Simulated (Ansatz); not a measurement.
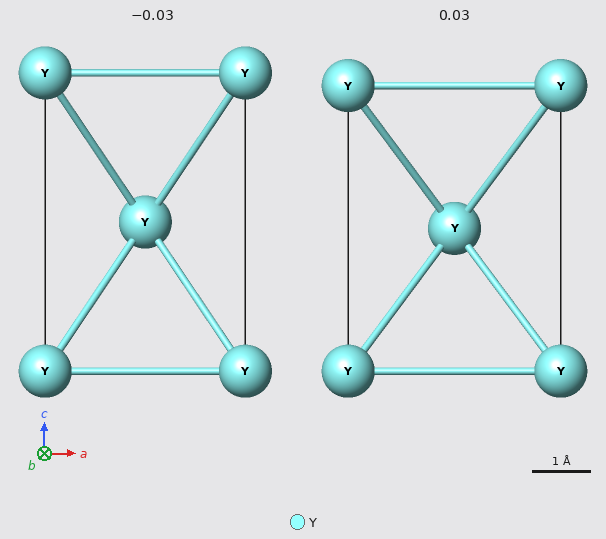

A crystal of Y (set up in Fm-3m), under uniaxial strain along a (b, c relaxed, atoms fixed by symmetry), with energies (extrapolated to zero smearing) counted from the relaxed crystal, which is the row at zero; the cubic crystal is set up in a tetragonal cell with a = a(cubic)/√2 and c = a(cubic). The picture shows the first and the last member. A ball-and-stick model of the cell of the calculation, seen along the b axis.

Computed with Ansatz 0.2.0: DFT r2SCAN, scalar-relativistic, plane waves, PAW. Settings: plane-wave cutoff 500 eV; k-point mesh 14 × 14 × 10; occupations gaussian; smearing width 0.1 eV; no spin polarisation; force threshold 0.008 eV/Å.

```json
{"strain": "−0.03", "energy (meV/atom)": "4.70", "a (Å)": "3.499", "b (Å)": "3.590", "c (Å)": "5.212"}
{"strain": "−0.02", "energy (meV/atom)": "?", "a (Å)": "?", "b (Å)": "?", "c (Å)": "?"}
{"strain": "−0.01", "energy (meV/atom)": "0.41", "a (Å)": "3.571", "b (Å)": "3.600", "c (Å)": "5.140"}
{"strain": "0.0", "energy (meV/atom)": "0.00", "a (Å)": "3.607", "b (Å)": "3.607", "c (Å)": "5.101"}
{"strain": "0.01", "energy (meV/atom)": "0.62", "a (Å)": "3.643", "b (Å)": "3.611", "c (Å)": "5.067"}
{"strain": "0.02", "energy (meV/atom)": "2.17", "a (Å)": "3.679", "b (Å)": "3.615", "c (Å)": "5.030"}
{"strain": "0.03", "energy (meV/atom)": "4.53", "a (Å)": "3.715", "b (Å)": "3.621", "c (Å)": "4.991"}
```

### One row is withheld. What does the calculation give there?

A parabola through three neighbouring rows (−0.03, −0.01, 0.0) gives, with Lagrange weights, (0.3333)(4.70) + (1.0000)(0.41) + (−0.3333)(0.00) = 1.98 meV/atom. The calculation gives 1.95 meV/atom (a = 3.535 Å, b = 3.595 Å, c = 5.176 Å). The estimate is 0.03 meV/atom too high. From the first member to the last: Y–Y 3.499 → 3.715 Å, Y–Y 3.590 → 3.621 Å, Y–Y 3.616 → 3.600 Å.

The whole series:

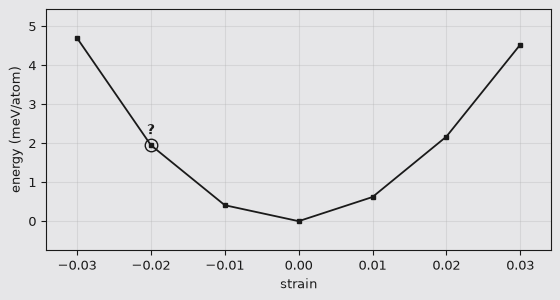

Each member starts from this one structure; whether another phase lies lower wasn't checked.
